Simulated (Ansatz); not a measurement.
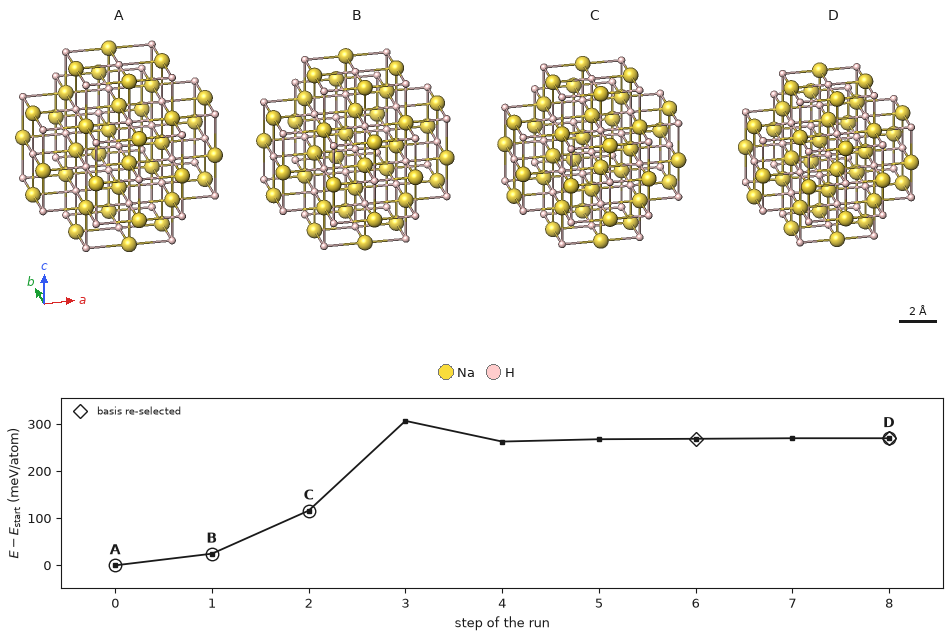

Frames of a relaxation of a crystal of NaH (set up in Fm-3m), marked on the history of the run. Style: ball-and-stick. Shown: the conventional cell (4 times the calculation's cell), from a free direction. Lengths and directions refer to the drawn axes.

Case: relaxed at 25 GPa.

The calculation used DFT PBEsol, scalar-relativistic, plane waves, PAW (Ansatz 0.2.0).

The input:
```yaml
crystal:
  lattice:
    - [0.0, 2.3956887629, 2.3956887629]
    - [2.3956887629, 0.0, 2.3956887629]
    - [2.3956887629, 2.3956887629, 0.0]
  atoms:
    - { symbol: Na, position: [0.0, 0.0, 0.0] }
    - { symbol: H, position: [0.5, 0.5, 0.5] }
basis:
  ecutwfc: 420
kpoints:
  mp_grid: { grid: [8, 8, 8] }
hamiltonian:
  xc: pbesol
scf:
  occupations: { method: fixed }
output:
  forces: true
  stress: true
  eigenvalues: true
relax:
  adjacent_minimum: "off"
  f_tol: 0.001
  max_steps: 60
  cell: { stress_tol: 0.02, p_target: 25.0 }
```

Run as
```bash
ansatz run input.yaml --threads 1 --pin off --max-ram 1228MiB --backend cpu --events-out ev --progress --plain --runs-dir out
```

> Describe the path.

The energy rises by 270 meV per atom in 6 accepted moves (8 points after the start). With the target pressure of 25 GPa, the enthalpy E + pV changes by −505 meV per atom. All forces vanish by symmetry, so only the cell relaxes. The pressure goes from 0.01 to 25.00 GPa. At 2 points the geometry stayed and the basis and grid were re-selected for the new cell (energy shift of 0.9 meV per atom at most each time). No atom moves by more than 0.005 Å relative to the cell. Cell: a = b = c 4.791 → 4.127 Å (−13.9 %). Volume −36.1 %. Among the contacts that change: Na1–Na1 3.388 → 2.918 Å, Na1–H2 2.396 → 2.063 Å. The space group stays Fm-3m (No. 225). From step 0 to 1: volume −13.9 %, energy +24.7 meV per atom. From step 1 to 2: volume −14.6 %, energy +91.5 meV per atom. From step 2 to 8: volume −13.1 %, energy +154 meV per atom.
